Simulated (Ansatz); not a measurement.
Geometry relaxation, with input and output: Al$_{9}$N (part 2 of 2)

The same run, continued: Al$_{9}$N (slab, 10 atoms in the cell); DFT PBEsol, scalar-relativistic, plane waves, PAW, no spin polarisation (Ansatz 0.2.0); cutoff 420 eV, 12×12×1 k-mesh, Gaussian smearing of 0.1 eV. The structure derives from a Materials Project entry. The input holds or restrains some coordinates. Forces given for the steps count only the free coordinates. It belongs to a series of runs on one base structure; here: N over the place (0/4, 2/4) of the surface cell, its height relaxed.

Geometry of the input (Å; fractional positions):
```
2.8363  0.0000  0.0000
-1.4181  2.4563  0.0000
0.0000  0.0000  37.6443
Al 0.3333  0.6667  0.2258
Al 0.0000  0.0000  0.2877
Al 0.6667  0.3333  0.3496
Al 0.0000  0.0000  0.4115
Al 0.3333  0.6667  0.4729
Al 0.0000  0.0000  0.5343
Al 0.6667  0.3333  0.5966
Al 0.0000  0.0000  0.6584
Al 0.3333  0.6667  0.7209
N  0.3333  1.1667  0.7555
```

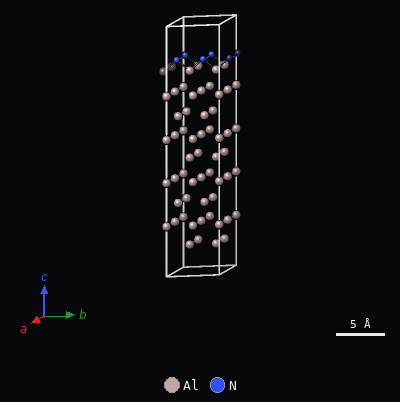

**Figure 1.** The geometry at step 2 of the log (ball-and-stick view of the 2 × 2 repeat of the cell, with the vacuum cut short, seen slightly off an axis; neighbours outside the cell are drawn fainter).

Output, continued:
```
SCF iter   1: F=—  HF=-5097.431851 eV  |F-HF|=—  |Δ(HF+E_count)|=         —  Δρ=7.22e-3  dr2=1.28e0  ethr=3.10e-3  p=-0.151 e·Å  D=-1.05e-1 V/Å  ΔV_dip=3.93 eV  dr2_dipole=8.79e-1  V_vac-E_F(+/−)=8.10/4.17 eV  ⟨swp⟩=2.3  Hψ=2350  notcnv=0  defer=130
efield: sawtooth ramp at fractional position 0.9706 (handed on by an earlier solve), width 0.0400; the density the first Hamiltonian is built on has a dipole p = -0.151 e·Å; the dipole correction subtracts the counter field D = -1.05e-1 V/Å, which shifts the + side's vacuum level by +3.93 eV against the − side's; the planar-averaged density in the ramp window peaks in size at 2.9e-7 e/Å³
preconditioner: auto → LDOS  [metal: Δε(μ)=0.010 eV  Ē_g=7.531 eV  σ=0.100 eV  W_gap=0.06  n_scr=22 (ndim 8)  ℏωp=13.0 eV  f_vac=0.377  D(μ)=2.23/eV (n_scr^D=14)  β→1.0]
SCF iter   2: F=—  HF=-5097.401649 eV  |F-HF|=—  |Δ(HF+E_count)|=   3.02e-2  Δρ=2.90e-3  dr2=1.61e-1  ethr=3.10e-3  p=-0.147 e·Å  D=-1.02e-1 V/Å  ΔV_dip=3.83 eV  dr2_dipole=1.26e-1  V_vac-E_F(+/−)=7.91/4.08 eV  ⟨swp⟩=1.2  Hψ=1506  notcnv=0  defer=131
SCF iter   3: F=—  HF=-5097.397797 eV  |F-HF|=—  |Δ(HF+E_count)|=   3.85e-3  Δρ=9.82e-4  dr2=3.56e-2  ethr=5.04e-4  p=-0.150 e·Å  D=-1.04e-1 V/Å  ΔV_dip=3.90 eV  dr2_dipole=2.90e-2  V_vac-E_F(+/−)=8.04/4.14 eV  ⟨swp⟩=2.0  Hψ=1439  notcnv=0  defer=142
SCF iter   4: F=—  HF=-5097.397053 eV  |F-HF|=—  |Δ(HF+E_count)|=   7.45e-4  Δρ=3.01e-4  dr2=8.37e-4  ethr=1.11e-4  p=-0.150 e·Å  D=-1.03e-1 V/Å  ΔV_dip=3.89 eV  dr2_dipole=8.28e-6  V_vac-E_F(+/−)=8.00/4.11 eV  ⟨swp⟩=1.6  Hψ=1174  notcnv=0  defer=142
SCF iter   5: F=—  HF=-5097.397022 eV  |F-HF|=—  |Δ(HF+E_count)|=   3.01e-5  Δρ=1.01e-4  dr2=5.05e-5  ethr=2.62e-6  p=-0.149 e·Å  D=-1.03e-1 V/Å  ΔV_dip=3.87 eV  dr2_dipole=1.81e-5  V_vac-E_F(+/−)=7.99/4.12 eV  ⟨swp⟩=1.9  Hψ=1326  notcnv=0  defer=140
SCF iter   6: F=—  HF=-5097.397027 eV  |F-HF|=—  |Δ(HF+E_count)|=   4.83e-6  Δρ=3.78e-5  dr2=7.19e-5  ethr=8.21e-8  p=-0.149 e·Å  D=-1.03e-1 V/Å  ΔV_dip=3.87 eV  dr2_dipole=9.45e-6  V_vac-E_F(+/−)=7.98/4.12 eV  ⟨swp⟩=24.0  Hψ=14643  notcnv=0
SCF iter   7: F=-5097.397002 eV  HF=-5097.397028 eV  |F-HF|=2.54e-5  |Δ(HF+E_count)|=   2.23e-7  Δρ=1.91e-5  dr2=1.56e-5  ethr=8.21e-8  p=-0.149 e·Å  D=-1.03e-1 V/Å  ΔV_dip=3.86 eV  dr2_dipole=1.03e-5  V_vac-E_F(+/−)=7.98/4.12 eV  ⟨swp⟩=14.3  Hψ=9810  notcnv=0
SCF 4 converged in 7 iterations: F = -5097.397002 eV  dr2 = 1.56e-5
relax step   4: F+E_penalty+E_count = -5097.39700216 eV  Δ(F+E_penalty+E_count) = -1.475e-2 eV  max|allowed force component| = 1.601e-1 eV/Å  Δτ_max = 0.0635 Å  (7 SCF iters, dr2 threshold 2.63e-5 eV, accepted)
SCF iter   1: F=—  HF=-5097.399199 eV  |F-HF|=—  |Δ(HF+E_count)|=         —  Δρ=1.59e-3  dr2=8.13e-2  ethr=1.24e-3  p=-0.149 e·Å  D=-1.03e-1 V/Å  ΔV_dip=3.86 eV  dr2_dipole=5.77e-2  V_vac-E_F(+/−)=7.97/4.10 eV  ⟨swp⟩=1.0  Hψ=1808  notcnv=0  defer=10
efield: sawtooth ramp at fractional position 0.9706 (handed on by an earlier solve), width 0.0400; the density the first Hamiltonian is built on has a dipole p = -0.149 e·Å; the dipole correction subtracts the counter field D = -1.03e-1 V/Å, which shifts the + side's vacuum level by +3.86 eV against the − side's; the planar-averaged density in the ramp window peaks in size at 2.1e-7 e/Å³
preconditioner: auto → LDOS  [metal: Δε(μ)=0.004 eV  Ē_g=7.474 eV  σ=0.100 eV  W_gap=0.02  n_scr=22 (ndim 8)  ℏωp=13.0 eV  f_vac=0.376  D(μ)=3.26/eV (n_scr^D=16)  β→1.0]
SCF iter   2: F=—  HF=-5097.397889 eV  |F-HF|=—  |Δ(HF+E_count)|=   1.31e-3  Δρ=4.04e-4  dr2=1.47e-3  ethr=2.54e-4  p=-0.149 e·Å  D=-1.03e-1 V/Å  ΔV_dip=3.88 eV  dr2_dipole=8.67e-4  V_vac-E_F(+/−)=8.00/4.12 eV  ⟨swp⟩=1.1  Hψ=1478  notcnv=0  defer=36
SCF iter   3: F=—  HF=-5097.398046 eV  |F-HF|=—  |Δ(HF+E_count)|=   1.57e-4  Δρ=8.34e-5  dr2=3.84e-5  ethr=4.58e-6  p=-0.149 e·Å  D=-1.03e-1 V/Å  ΔV_dip=3.86 eV  dr2_dipole=1.04e-6  V_vac-E_F(+/−)=7.97/4.11 eV  ⟨swp⟩=2.2  Hψ=1672  notcnv=0  defer=36
SCF iter   4: F=—  HF=-5097.398039 eV  |F-HF|=—  |Δ(HF+E_count)|=   7.02e-6  Δρ=4.28e-5  dr2=1.48e-5  ethr=5.48e-9  p=-0.149 e·Å  D=-1.03e-1 V/Å  ΔV_dip=3.87 eV  dr2_dipole=4.88e-6  V_vac-E_F(+/−)=7.99/4.11 eV  ⟨swp⟩=21.3  Hψ=13152  notcnv=0
iter 5 did not close the SCF: its close was put off until two iterations running show no level that it waits for move by more than its bar (scf_convergence_deferred on its scf_iter line)
SCF iter   5: F=-5097.398042 eV  HF=-5097.398042 eV  |F-HF|=8.98e-8  |Δ(HF+E_count)|=   3.20e-6  Δρ=1.25e-5  dr2=1.15e-6  ethr=5.48e-9  p=-0.149 e·Å  D=-1.03e-1 V/Å  ΔV_dip=3.88 eV  dr2_dipole=9.06e-8  V_vac-E_F(+/−)=7.99/4.11 eV  ⟨swp⟩=15.1  Hψ=10755  notcnv=0
iter 6 did not close the SCF: its close was put off until two iterations running show no level that it waits for move by more than its bar (scf_convergence_deferred on its scf_iter line)
SCF iter   6: F=-5097.398043 eV  HF=-5097.398043 eV  |F-HF|=4.05e-8  |Δ(HF+E_count)|=   8.49e-7  Δρ=3.74e-6  dr2=1.29e-7  ethr=3.60e-9  p=-0.149 e·Å  D=-1.03e-1 V/Å  ΔV_dip=3.88 eV  dr2_dipole=4.81e-9  V_vac-E_F(+/−)=7.99/4.11 eV  ⟨swp⟩=13.0  Hψ=9588  notcnv=0
iter 7 did not close the SCF: its close was put off until two iterations running show no level that it waits for move by more than its bar (scf_convergence_deferred on its scf_iter line)
SCF iter   7: F=-5097.398043 eV  HF=-5097.398043 eV  |F-HF|=2.24e-8  |Δ(HF+E_count)|=   4.09e-8  Δρ=9.56e-7  dr2=2.44e-8  ethr=4.03e-10  p=-0.149 e·Å  D=-1.03e-1 V/Å  ΔV_dip=3.88 eV  dr2_dipole=1.40e-8  V_vac-E_F(+/−)=7.99/4.11 eV  ⟨swp⟩=11.0  Hψ=8739  notcnv=0
SCF iter   8: F=-5097.398043 eV  HF=-5097.398043 eV  |F-HF|=2.91e-11  |Δ(HF+E_count)|=   1.27e-8  Δρ=4.16e-7  dr2=1.16e-9  ethr=7.63e-11  p=-0.149 e·Å  D=-1.03e-1 V/Å  ΔV_dip=3.88 eV  dr2_dipole=6.63e-10  V_vac-E_F(+/−)=7.99/4.11 eV  ⟨swp⟩=10.0  Hψ=7561  notcnv=0
SCF 5 converged in 8 iterations: F = -5097.398043 eV  dr2 = 1.16e-9
relax step   5: F+E_penalty+E_count = -5097.39804274 eV  Δ(F+E_penalty+E_count) = -1.041e-3 eV  max|allowed force component| = 1.993e-2 eV/Å  Δτ_max = 0.0112 Å  (8 SCF iters, dr2 threshold 1.75e-6 eV, accepted)
iter 1 solved again at ethr=6.29e-11 eV; its pass at ethr=3.10e-3 eV (dr2=2.01e-8 eV) is discarded
SCF iter   1: F=—  HF=-5097.398007 eV  |F-HF|=—  |Δ(HF+E_count)|=         —  Δρ=1.37e-6  dr2=2.05e-8  ethr=6.29e-11  p=-0.149 e·Å  D=-1.03e-1 V/Å  ΔV_dip=3.88 eV  dr2_dipole=7.22e-10  V_vac-E_F(+/−)=7.99/4.11 eV  ⟨swp⟩=1.3  Hψ=3399  notcnv=0
efield: sawtooth ramp at fractional position 0.9706 (handed on by an earlier solve), width 0.0400; the density the first Hamiltonian is built on has a dipole p = -0.149 e·Å; the dipole correction subtracts the counter field D = -1.03e-1 V/Å, which shifts the + side's vacuum level by +3.88 eV against the − side's; the planar-averaged density in the ramp window peaks in size at 2.3e-7 e/Å³
preconditioner: auto → LDOS  [metal: Δε(μ)=0.047 eV  Ē_g=7.481 eV  σ=0.100 eV  W_gap=0.26  n_scr=22 (ndim 8)  ℏωp=13.0 eV  f_vac=0.376  D(μ)=2.97/eV (n_scr^D=16)  β→1.0]
SCF iter   2: F=-5097.398043 eV  HF=-5097.398043 eV  |F-HF|=5.45e-8  |Δ(HF+E_count)|=   3.53e-5  Δρ=1.65e-6  dr2=6.20e-8  ethr=6.29e-11  p=-0.149 e·Å  D=-1.03e-1 V/Å  ΔV_dip=3.88 eV  dr2_dipole=2.71e-10  V_vac-E_F(+/−)=7.99/4.11 eV  ⟨swp⟩=12.6  Hψ=8926  notcnv=0
SCF 6 converged in 2 iterations: F = -5097.398043 eV  dr2 = 6.20e-8
relax step   6: F+E_penalty+E_count = -5097.39804269 eV  Δ(F+E_penalty+E_count) = +5.283e-8 eV  max|allowed force component| = 1.987e-2 eV/Å  Δτ_max = 0.0000 Å  (2 SCF iters, accepted)
WARN: The output density's exchange-correlation potential varies sharply where the density is thin. Do not read a vacuum level from v_tot or v_xc, or from such a field of the output density. On a cell that repeats whose density bears no net charge and no dipole along the vacuum's axis use v_es (v_loc + v_h of the components); under efield.dipole_correction with no amplitude use v_es + v_field, which holds any external_charges[].barrier, or the levels of the report's work_function block, which leave it out; under a non-zero efield.amplitude the vacuum is tilted and has no level; on a cell that repeats and bears such a dipole with no correction it is tilted too, and efield.dipole_correction with no amplitude gives each side of its ramp a level where efield: is served; in a cell that repeats whose density bears a net charge (total_charge, or a fill off its count) it is curved and has none; of a slab under crystal.periodic whose density bears no net charge use v_es, which has a level on each side, short of where the two are joined; of another it falls or rises all the way out and has none; of a slab beside external_charges read slab_vacuum_level instead, which it has where they leave it neutral. The grid or the basis barely resolves most such structure, and the values can differ between equally converged runs; as a rule a tighter scf.convergence.dr2_threshold does not remove it. Where the density itself ripples (under the LDA too) a higher basis.ecutwfc lessens it. The files hold the spikes' plane waves up to the density's cutoff. Files: v_tot_of_output_density and the like, and their columns of v_z.tsv (output.write_potential); v_xc_of_output_density and the like, and their columns of v_comp_z.tsv (output.write_potential_components). Measured: with its Gaussian average of σ = 0.25 Å subtracted twice, the exchange-correlation potential is over 0.1 eV at 1 of the grid points where the equally averaged density (valence and model cores) is under 1e-3 e/Å³, and 0.114 eV at the most among them, at an averaged density of 4.8e-8 e/Å³. The input density's (outcome.potential() and, of a run that writes arrays, v_tot and v_xc) is over 0.1 eV, so measured, at 3 points of its own thin density, 0.147 eV at the most. See output.write_potential in the manual, Limitations
SCF converged after 2 iterations
Free energy (F): -5097.398043 eV
Harris-Foulkes:  -5097.398043 eV  (|F-HF|=5.45e-8)
Internal energy: -5097.383173 eV  (E = F + TS)
E sigma→0 (E₀):  -5097.390608 eV
Entropy (-TS):   -0.014870 eV (-1.487 meV/atom)
Fermi energy:    2.013925 eV
Dipole field:    D = -0.103035 V/Å  (p = -0.149332 e·Å, saw-weighted, corrected)
Work function:   Φ+ = 7.9928 eV   Φ− = 4.1141 eV
Levels:          The Fermi level and band energies are counted from a zero that moves with the ramp; work functions are not
--- Per-component energies (eV) ---
  E_band       = -84.108423
  E_kinetic    = 337.977361
  E_local      = -12886.922897  (includes V_loc(G=0)·N_el)
  E_nonlocal   = 142.306185
  E_hartree    = 6354.795684
  E_xc         = -414.085602
  E_vxc        = -338.062326  (∫ρ·V_xc dr)
  E_paw        = -4215.446971  (= ΣΔE_a)
  E_vpaw       = -52.146482  (= ΣTr[D̂ρ^β])
  E_aug_tail   = 0.000064  (compensation charges beyond the density's cutoff)
  E_efield     = 0.007693  (sawtooth field / dipole correction)
  E_vefield    = 3.137095  (∫n·V_field dr)
  E_ewald      = 5583.784960
  E_core_change = 0.200350  (= ΣΔE_core)
  E_smearing   = -0.014870  (= −TS)
  E_closure    = 0.000000  (closes the sum)
  Σ components = -5097.398043   (vs F -5097.398043, Δ=0.00e0)
--- Forces (eV/Å), atoms counted from 1 ---
  atom   1  Al    -0.00060744    -0.00035070    -0.00867888
  atom   2  Al    -0.00635696    -0.00367019     0.03499085
  atom   3  Al     0.00922003     0.00532319    -0.03222235
  atom   4  Al    -0.00457151    -0.00263936     0.01648501
  atom   5  Al    -0.00068487    -0.00039541    -0.04036740
  atom   6  Al     0.02345801     0.01354349     0.07539169
  atom   7  Al    -0.03789797    -0.02188040    -0.03212924
  atom   8  Al     0.02694842     0.01555868    -0.25527418
  atom   9  Al     0.01203318     0.00694736     0.22191219
  atom  10  N     -0.02154610    -0.01243964     0.01987342
  max |Σ_I F_I| component: 1.89e-5 eV/Å
--- Band table (eV; the first three rows and the last of 43) ---
  k-point 0: bands = ["-12.9275", "-9.1424", "-8.8547", "-8.4325", "-7.8251", "-7.0468", "-6.1426", "-5.0891", "-3.9196", "-2.6575", "-1.3697", "-0.0856", "1.2417", "1.6878", "2.7271", "3.3520", "4.2620", "5.5949", "6.4531", "7.3571", "8.3015", "9.3544", "9.8361", "10.3652", "11.0550", "11.6770"]
  k-point 1: bands = ["-12.8236", "-8.9725", "-8.6853", "-8.2640", "-7.6577", "-6.8809", "-5.9785", "-4.9270", "-3.7608", "-2.5007", "-1.2221", "0.0502", "1.2336", "1.5013", "2.8545", "3.1728", "4.4293", "5.7595", "6.6159", "7.5199", "8.4567", "9.4950", "9.9844", "10.2659", "10.3645", "10.6198"]
  k-point 2: bands = ["-12.5238", "-8.4640", "-8.1785", "-7.7600", "-7.1569", "-6.3847", "-5.4883", "-4.4434", "-3.2878", "-2.0345", "-0.7878", "0.3043", "0.5793", "1.8284", "2.7256", "3.3388", "4.8513", "6.1692", "6.8853", "7.3158", "7.4064", "7.7239", "8.0325", "8.3547", "8.8399", "9.0783"]
  k-point 42: bands = ["-10.9032", "-3.4636", "-3.1888", "-3.1132", "-2.9024", "-2.8376", "-2.5148", "-2.4397", "-2.0418", "-1.8578", "-1.1118", "-0.9322", "-0.4359", "-0.1808", "0.6508", "0.6616", "0.9932", "1.2628", "2.0784", "2.3710", "3.2845", "3.5484", "4.8043", "4.9740", "6.2610", "6.3777"]
--- Relaxed structure (6 steps of the walk, 6 accepted, 0 SCFs on fresh bases) ---
  F+E_penalty+E_count = -5097.39804269 eV   max|allowed force component| = 1.987e-2 eV/Å
  atoms:
    - { symbol: Al, position: [0.33333333330000003, 0.6666666666499999, 0.22579780330000002] }
    - { symbol: Al, position: [-6.162975822039155e-33, -9.159339953125231e-17, 0.2877072406] }
    - { symbol: Al, position: [0.6666666667000001, 0.3333333333499999, 0.34961667790000006] }
    - { symbol: Al, position: [-6.162975822039155e-33, -9.159339953125231e-17, 0.41152611530000005] }
    - { symbol: Al, position: [0.33333333330000003, 0.6666666666499999, 0.4729161237] }
    - { symbol: Al, position: [-6.162975822039155e-33, -9.159339953125231e-17, 0.5342805556000001] }
    - { symbol: Al, position: [0.6666666667000001, 0.3333333333499999, 0.5966221375] }
    - { symbol: Al, position: [-6.162975822039155e-33, -9.159339953125231e-17, 0.6583877038] }
    - { symbol: Al, position: [0.33333333330000003, 0.6666666666499999, 0.7209215701000001] }
    - { symbol: N, position: [0.3333333332999999, 1.16666666665, 0.746311438178608] }
```

Trajectory as extended XYZ (Å, eV, eV/Å), 6 frames, from step=1 to step=6:
```
10
Lattice="2.8363 0.0000 0.0000 -1.4181 2.4563 0.0000 0.0000 0.0000 37.6443" Properties=species:S:1:pos:R:3:forces:R:3 step=1 energy=-5096.83157
Al    0.0000    1.6375    8.5000   -0.0010  -0.0006  -0.0171
Al    0.0000    0.0000   10.8305    0.0034   0.0020   0.0568
Al    1.4181    0.8188   13.1611   -0.0009  -0.0005  -0.0479
Al    0.0000    0.0000   15.4916    0.0012   0.0007   0.0159
Al    0.0000    1.6375   17.8026   -0.0013  -0.0008  -0.0279
Al    0.0000    0.0000   20.1126    0.0159   0.0092   0.0634
Al    1.4181    0.8188   22.4594   -0.0137  -0.0079   0.0108
Al    0.0000    0.0000   24.7845   -0.0811  -0.0468  -0.0539
Al    0.0000    1.6375   27.1386    0.0184   0.0106   2.7648
N    -0.7091    2.8657   28.4386    0.0591   0.0341  -2.7648
10
Lattice="2.8363 0.0000 0.0000 -1.4181 2.4563 0.0000 0.0000 0.0000 37.6443" Properties=species:S:1:pos:R:3:forces:R:3 step=2 energy=-5097.07882
Al    0.0000    1.6375    8.5000   -0.0011  -0.0007  -0.0058
Al    0.0000    0.0000   10.8305    0.0020   0.0012   0.0557
Al    1.4181    0.8188   13.1611    0.0005   0.0003  -0.0454
Al    0.0000    0.0000   15.4916    0.0003   0.0002   0.0097
Al    0.0000    1.6375   17.8026   -0.0012  -0.0007  -0.0292
Al    0.0000    0.0000   20.1126    0.0175   0.0101   0.0751
Al    1.4181    0.8188   22.4594   -0.0213  -0.0123  -0.0002
Al    0.0000    0.0000   24.7845   -0.0544  -0.0314  -0.1336
Al    0.0000    1.6375   27.1386    0.0177   0.0102   2.3831
N    -0.7091    2.8657   28.3417    0.0403   0.0233  -2.3096
10
Lattice="2.8363 0.0000 0.0000 -1.4181 2.4563 0.0000 0.0000 0.0000 37.6443" Properties=species:S:1:pos:R:3:forces:R:3 step=3 energy=-5097.38225
Al    0.0000    1.6375    8.5000   -0.0008  -0.0005  -0.0034
Al    0.0000    0.0000   10.8305   -0.0042  -0.0024   0.0403
Al    1.4181    0.8188   13.1611    0.0071   0.0041  -0.0368
Al    0.0000    0.0000   15.4916   -0.0033  -0.0019   0.0145
Al    0.0000    1.6375   17.8026   -0.0009  -0.0005  -0.0378
Al    0.0000    0.0000   20.1126    0.0221   0.0127   0.0786
Al    1.4181    0.8188   22.4594   -0.0344  -0.0199  -0.0239
Al    0.0000    0.0000   24.7845    0.0090   0.0052  -0.2446
Al    0.0000    1.6375   27.1386    0.0136   0.0078   0.8245
N    -0.7091    2.8657   28.1467   -0.0081  -0.0046  -0.6118
10
Lattice="2.8363 0.0000 0.0000 -1.4181 2.4563 0.0000 0.0000 0.0000 37.6443" Properties=species:S:1:pos:R:3:forces:R:3 step=4 energy=-5097.39700
Al    0.0000    1.6375    8.5000   -0.0006  -0.0003  -0.0099
Al    0.0000    0.0000   10.8305   -0.0068  -0.0039   0.0339
Al    1.4181    0.8188   13.1611    0.0096   0.0056  -0.0312
Al    0.0000    0.0000   15.4916   -0.0048  -0.0028   0.0170
Al    0.0000    1.6375   17.8026   -0.0006  -0.0004  -0.0410
Al    0.0000    0.0000   20.1126    0.0237   0.0137   0.0746
Al    1.4181    0.8188   22.4594   -0.0386  -0.0223  -0.0341
Al    0.0000    0.0000   24.7845    0.0308   0.0178  -0.2565
Al    0.0000    1.6375   27.1386    0.0116   0.0067   0.0873
N    -0.7091    2.8657   28.0832   -0.0244  -0.0141   0.1601
10
Lattice="2.8363 0.0000 0.0000 -1.4181 2.4563 0.0000 0.0000 0.0000 37.6443" Properties=species:S:1:pos:R:3:forces:R:3 step=5 energy=-5097.39804
Al    0.0000    1.6375    8.5000   -0.0006  -0.0004  -0.0087
Al    0.0000    0.0000   10.8305   -0.0064  -0.0037   0.0350
Al    1.4181    0.8188   13.1611    0.0092   0.0053  -0.0322
Al    0.0000    0.0000   15.4916   -0.0046  -0.0026   0.0165
Al    0.0000    1.6375   17.8026   -0.0007  -0.0004  -0.0403
Al    0.0000    0.0000   20.1126    0.0235   0.0135   0.0754
Al    1.4181    0.8188   22.4594   -0.0379  -0.0219  -0.0322
Al    0.0000    0.0000   24.7845    0.0270   0.0156  -0.2553
Al    0.0000    1.6375   27.1386    0.0120   0.0069   0.2219
N    -0.7091    2.8657   28.0944   -0.0215  -0.0124   0.0199
10
Lattice="2.8363 0.0000 0.0000 -1.4181 2.4563 0.0000 0.0000 0.0000 37.6443" Properties=species:S:1:pos:R:3:forces:R:3 step=6 energy=-5097.39804
Al    0.0000    1.6375    8.5000   -0.0006  -0.0004  -0.0087
Al    0.0000    0.0000   10.8305   -0.0064  -0.0037   0.0350
Al    1.4181    0.8188   13.1611    0.0092   0.0053  -0.0322
Al    0.0000    0.0000   15.4916   -0.0046  -0.0026   0.0165
Al    0.0000    1.6375   17.8026   -0.0007  -0.0004  -0.0404
Al    0.0000    0.0000   20.1126    0.0235   0.0135   0.0754
Al    1.4181    0.8188   22.4594   -0.0379  -0.0219  -0.0321
Al    0.0000    0.0000   24.7845    0.0269   0.0156  -0.2553
Al    0.0000    1.6375   27.1386    0.0120   0.0069   0.2219
N    -0.7091    2.8657   28.0944   -0.0215  -0.0124   0.0199
```

Summary:

```tsv
quantity	value
outcome	converged under the restraints of the input
electrons treated	32
free energy	−5097.3980 eV
work function, top face	7.99 eV
work function, bottom face	4.11 eV
Fermi energy	2.014 eV
gap on the k-point mesh	none (metallic)
final volume	262.26 Å³
work function (upper face)	7.99 eV
largest force (length of the vector) at the end, held atoms and coordinates included	0.257 eV/Å
hardware	1 thread of Intel Xeon @ 2.70GHz, 189 GiB of memory available, shared host
wall time	4.4 min
peak memory	0.6 GiB
```

Notes:

Warnings of the run: the exchange-correlation potential is rough where the density is thin.
